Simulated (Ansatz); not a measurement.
## Field-gradient calculation, with input and output: MnO (part 1 of 2)

The run: field-gradient calculation of MnO (4 atoms in the cell). Method and program: DFT, PBEsol, PAW with Ansatz's default frozen-core files, scalar-relativistic, spin-polarised (Ansatz 0.2.0).

The structure derives from an entry of the Crystallography Open Database. It belongs to a series of runs on one base structure; here: equal xy, yz and zx shear strains of -3 %, PAW files. Figures and captions count atoms from 1; the log counts them from 0 in places.

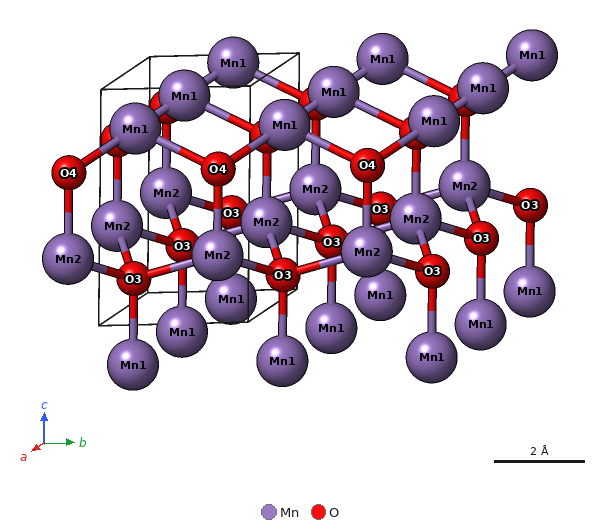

*The structure as given in the input (ball-and-stick view of the cell of the calculation, repeated 3 × 3 × 1, seen slightly off an axis; atoms are numbered from 1 in the order of the input). An atom can appear more than once, as a periodic image.*

Near neighbours in the periodic cell (some may lie outside the picture): Mn has 4 O at 1.96 to 2.11 Å; O has 4 Mn at 1.96 to 2.11 Å.

### The input
```yaml
crystal:
  lattice:
    - [3.3717009293, -0.0505755139, -0.0505755139]
    - [-1.7296501445, 2.9452664157, -0.0185119229]
    - [-0.0807825, -0.0807825, 5.3855]
  atoms:
    - { symbol: Mn, position: [0.3333333333, 0.6666666667, 0.01096], spin: 4.0 }
    - { symbol: Mn, position: [0.6666666667, 0.3333333333, 0.51096], spin: 4.0 }
    - { symbol: O, position: [0.3333333333, 0.6666666667, 0.37547] }
    - { symbol: O, position: [0.6666666667, 0.3333333333, 0.87547] }
magnetization:
  spin_polarized: true
kpoints:
  mp_grid: { grid: [14, 14, 8] }
scf:
  occupations: { method: fermi_dirac, width: 0.05 }
hamiltonian:
  xc: pbesol
  pseudopotentials: { kind: paw }
output:
  forces: true
  stress: true
  eigenvalues: true
  efg: { contact_densities: true }
  write_density: true
  write_potential: true
  elf: true
  volumetric_format: npy
```

Machine: 1 thread of Arm Neoverse V2, 24 GiB of memory available, shared host.

Launch command:
```bash
ansatz run input.yaml --threads 1 --pin off --max-ram 6144MiB --backend cpu --events-out ev --progress --plain --runs-dir out
```

### Log
```
Engine: ansatz 0.2.0, aarch64-unknown-linux-gnu
Pseudopotentials: kind: paw
Pseudopotential: Mn, paw, valence charge 15, recommended cutoff 420 eV (normal), Mn.paw.azcp
Pseudopotential: O, paw, valence charge 6, recommended cutoff 420 eV (normal), O.paw.azcp
Functional definition: PBEsol
  exchange = pbesol_x
  correlation = pbesol_c
Crystal: 4 atoms, lattice volume = 52.986 Å³
Basis set: ecut = 420 eV, 1051 PW (Γ), exchange–correlation on 48×48×80 points (8 copies of the dense FFT grid, shifted against one another)
Bands: 30, of which v1, the nominal top of the filled ones, is band 21 counted from 1 (20 counted from 0)
Symmetry: 1 space group operations
Space group: P1 (ITA 1), of the structure as read, at distance tolerance 3.8e-5 Å
Magnetic group: BNS 1.1 (UNI 1), of the structure as read, at distance tolerance 3.8e-5 Å
k-points: 788 of 1568 (time reversal used)
Non-local potential: Mn, projectors of the file, l = 0: 3, l = 1: 2, l = 2: 3, l = 3: 1
Non-local potential: O, projectors of the file, l = 0: 2, l = 1: 2, l = 2: 1
PAW form: soft (Blöchl's): semilocal exchange-correlation on the pseudo side does not see the compensation charge
PAW frozen core: Mn, regenerated for the run's functional, and the local potential with it (the file was generated under x = pbe(κ = 0.804, μ = 0.2195149727645171), c = pbe(β = 0.06672455060314922))
PAW frozen core: O, regenerated for the run's functional, and the local potential with it (the file was generated under x = pbe(κ = 0.804, μ = 0.2195149727645171), c = pbe(β = 0.06672455060314922))
PAW one-centre angular grid: Mn, 590 points (default); XC on 64 Gauss nodes
PAW one-centre angular grid: O, 110 points (default); XC on 64 Gauss nodes
Initial density: superposition of atomic densities (chi_scale 0.1, normalization cell, long waves kept (reshape's long-wave potential 0.00 eV rms))
Starting moments: Σ|m| = 8 μB on 2 of 4 sites
Initial wavefunctions: pseudopotential atomic-orbital guess
Functional: x = pbesol(κ = 0.804, μ = 0.12345679012345678), c = pbesol(β = 0.046)
```
